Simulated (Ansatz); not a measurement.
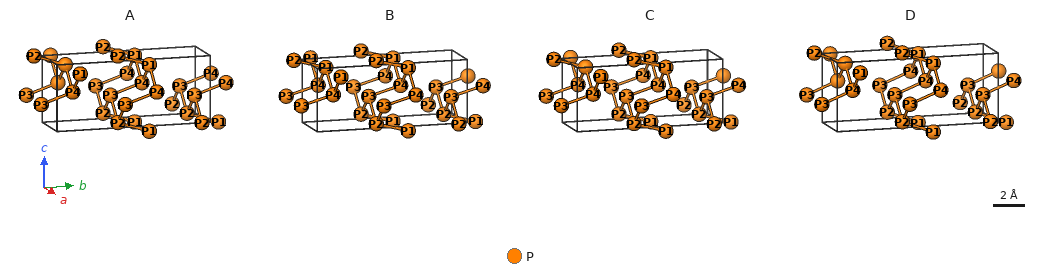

4 geometries from one relaxation of solid P (built on the database structure type), in shuffled order. The picture is a ball-and-stick view of the conventional cell (2 times the calculation's cell), seen slightly off an axis. Lengths and directions refer to the drawn axes.

Theory: DFT, PBE-D3(BJ), plane waves, PAW in Ansatz. Set-up: plane-wave cutoff 420 eV; k-point mesh 8 × 8 × 6; occupations fermi dirac; smearing width 0.02 eV; no spin polarisation; cell and atoms relaxed; force threshold 0.005 eV/Å.

**Put them in the order of the run, from the start to the converged end.**

D, A, C, B. They are steps 0, 1, 2, 8, at +31.6 meV per atom, +9.7 meV per atom, +5.3 meV per atom relative to the last. Over 7 accepted moves (8 points after the start) the energy falls by 31.6 meV per atom. Largest force component: 0.3 eV/Å at the start, 0.0018 eV/Å at the end. Pressure: −0.76 GPa at the start and −0.01 GPa at the end. At 1 point the geometry stayed and the basis and grid were re-selected for the new cell (energy shift of 0.2 meV per atom at most each time). The largest moves relative to the cell, 0.13 Å, are those of P1, P2, P3 and P4. P4 goes along [0 2 −3]. Cell: a 3.295 → 3.321 Å (+0.8 %), b 10.930 → 10.162 Å (−7.0 %), c 4.544 → 4.169 Å (−8.2 %). Volume −14.0 %. Some distances before and after: P1–P4 2.205 → 2.228 Å. Bond angles that change, for instance: P1–P2–P3 103.8° → 100.2°. The space group stays Cmce (No. 64).
